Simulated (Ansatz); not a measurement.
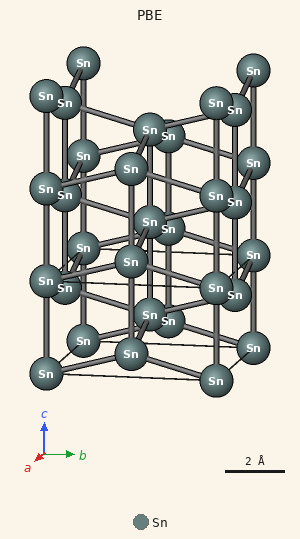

A crystal of Sn (set up in I4_1/amd), relaxed (cell and atoms) with several functionals. The picture shows the result with PBE. A ball-and-stick model of the conventional cell (2 times the calculation's cell), repeated 1 × 1 × 3 with one cell outlined, seen slightly off an axis. Lengths and directions refer to the drawn axes.

Computed with Ansatz 0.2.0: Ansatz PAW. (plane-wave cutoff 420 eV; k-point mesh 9 × 9 × 9; occupations fermi-dirac; smearing width 0.05 eV; no spin polarisation; cell and atoms relaxed; force threshold 0.01 eV/Å)

| functional | volume (Å³/atom) | a (Å) | c (Å) |
| --- | --- | --- | --- |
| PBE | 28.432 | 5.944 | 3.219 |
| PBEsol | 26.889 | 5.837 | 3.157 |
| r2SCAN | ? | ? | ? |
| LDA | 26.173 | 5.787 | 3.126 |

### Estimate the missing row from the others, and compare with the calculation.

With r2SCAN the volume falls between PBEsol (26.889) and PBE (28.432). The calculation gives 27.600 Å³/atom (a = 5.890 Å, c = 3.182 Å). In order of volume: LDA < PBEsol < r2SCAN < PBE; the spread is 8.6 %.

Each member starts from this one structure; whether another phase lies lower wasn't checked.
